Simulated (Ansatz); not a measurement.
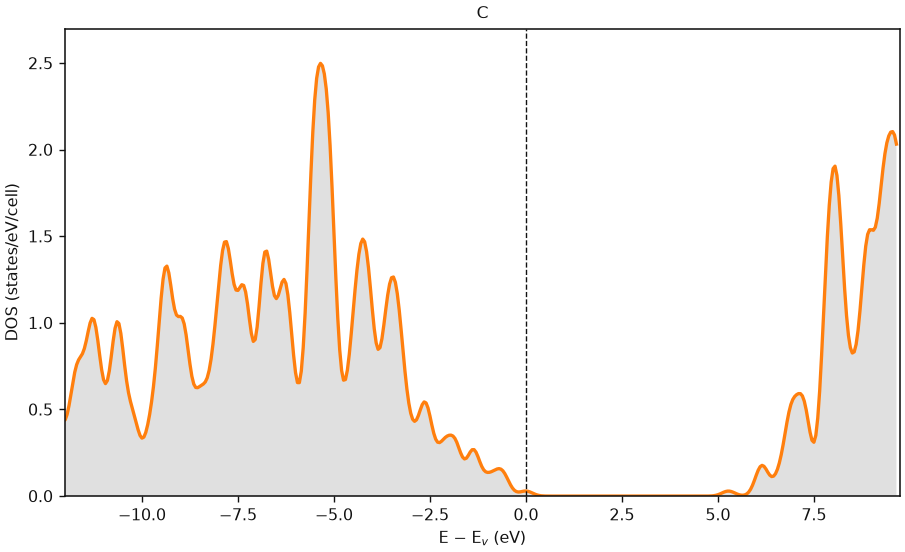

Density of states. Energies are counted from the top of the valence band. The curve is built from the levels of the k mesh with Gaussians 0.4 eV wide, which also blur the band edges.

System: C, space group P6_3/mmc (No. 194), 4 atoms in the cell, lonsdaleite (2H) type.

Ansatz 0.2.0; DFT, r2SCAN0, plane waves, PAW, no spin polarisation, 9×9×4 k mesh.

Q: Metal or insulator, going by the density of states?

A: There is a gap; over the k points computed it is 5.27 eV (indirect; the smallest direct gap is 7.20 eV).

Q: Where is the tallest peak of the filled states in the window?

A: Within the window shown, the tallest peak of the filled states lies 5.3 eV under the valence-band top, at about 2.5 states per eV and cell.

The cell is at −8 GPa in this functional.
